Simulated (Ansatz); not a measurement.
## Electronic structure of B (distorted or defective cell) in real space

```cif
data_structure
_symmetry_space_group_name_H-M 'P 1'
_symmetry_Int_Tables_number 1
_cell_length_a 3.0069
_cell_length_b 3.0726
_cell_length_c 3.2453
_cell_angle_alpha 91.554
_cell_angle_beta 91.856
_cell_angle_gamma 59.175
_cell_volume 25.73
loop_
_atom_site_label
_atom_site_type_symbol
_atom_site_fract_x
_atom_site_fract_y
_atom_site_fract_z
_atom_site_occupancy
B1 B 0.34341 0.33292 0.47728 1
B2 B 0.68663 0.66802 0.49543 1
```

Not relaxed (largest force 0.8 eV/Å); computed pressure about −12 GPa in this cell.

Level of theory: DFT, PAW plane waves, mr2SCAN (Ansatz 0.2.0).

The density is the valence pseudo-density of a PAW calculation; it isn't the true density close to the nuclei.

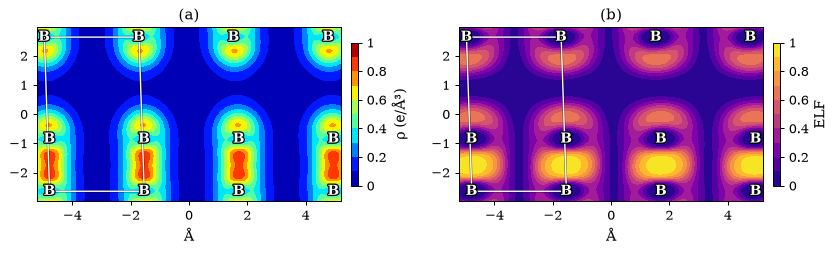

Figure 1. (a) valence electron density; (b) electron localisation function on the (11̄0) plane of the calculation cell.

Read the bonding off the picture.

- Atoms in the plane: B.
- Between the atoms the lowest density in this plane is 0.02 e/Å³.

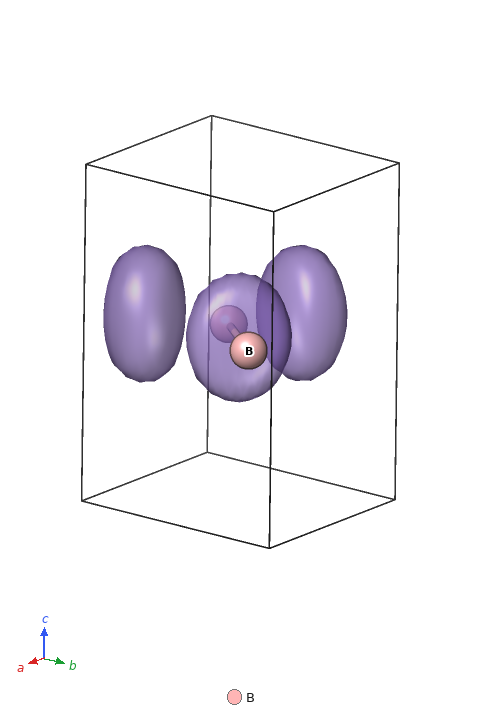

Figure 2. Isosurface of the electron localisation function at 0.85 (purple), seen slightly off an axis. Only the valence region is drawn (cores and ρ < 0.01 e/Å³ removed). Sticks mark near contacts.

Describe the localisation domains.

The ELF exceeds this value in three regions between bonded B–B atoms (shared pairs), counted in one cell of 2 atoms. Any copies at cell faces, edges or corners count once. Along the contacts the grid gives the following. B–B (1.70 Å): the ELF peaks at about 0.95 between the atoms (a shared electron pair). B–B (1.76 Å): the ELF peaks at about 0.95 between the atoms: localised, covalent bonding.
